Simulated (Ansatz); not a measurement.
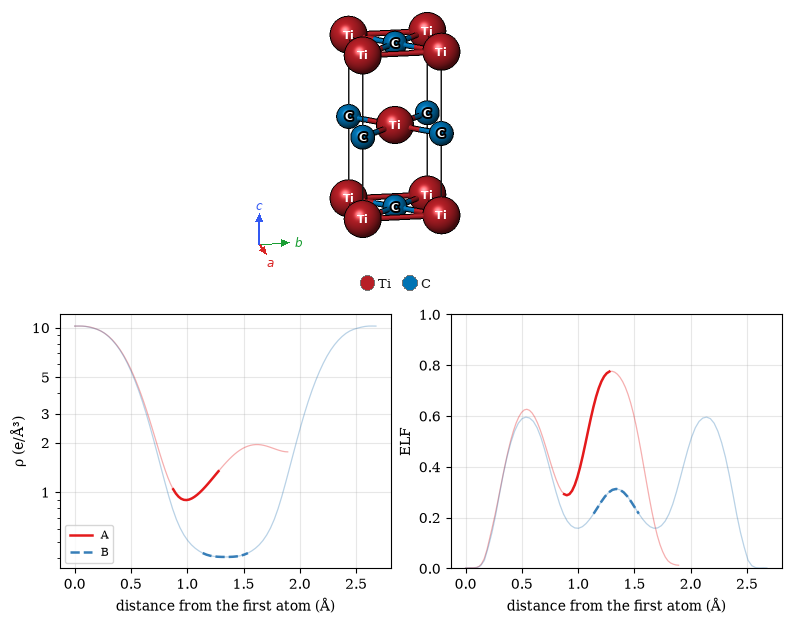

The picture shows: TiC. Valence charge density (pseudo) and ELF along straight lines between neighbouring atoms. Thin, pale parts lie inside the atomic spheres. The structure is drawn too.

Space group I4/mmm; computed pressure about 71 GPa in this cell; computed without spin polarisation.

Method: DFT PBE, scalar-relativistic, plane waves, PAW in Ansatz.

The density is the valence pseudo-density of a PAW calculation; it isn't the true density close to the nuclei.

```cif
data_structure
_symmetry_space_group_name_H-M 'P 1'
_symmetry_Int_Tables_number 1
_cell_length_a 2.6765
_cell_length_b 2.6765
_cell_length_c 5.6777
_cell_angle_alpha 90.000
_cell_angle_beta 90.000
_cell_angle_gamma 90.000
_cell_volume 40.67
loop_
_atom_site_label
_atom_site_type_symbol
_atom_site_fract_x
_atom_site_fract_y
_atom_site_fract_z
_atom_site_occupancy
Ti1 Ti 0.00000 0.00000 0.00000 1
Ti2 Ti 0.50000 0.50000 0.50000 1
C1 C 0.50000 0.50000 0.00000 1
C2 C 0.00000 0.00000 0.50000 1
```

Which curve belongs to which contact (Ti–C and Ti–Ti)? The first atom named is at distance zero.

Answer. Curve A: Ti–C (1.89 Å): ρ at the midpoint is about 0.91 e/Å³; the ELF peaks at about 0.80 in the valence shell of C, 0.6 Å from its nucleus, and is about 0.30 at the midpoint. Curve B: Ti–Ti (2.68 Å): ρ is about 0.4 e/Å³ halfway; the ELF is about 0.30 at the midpoint.
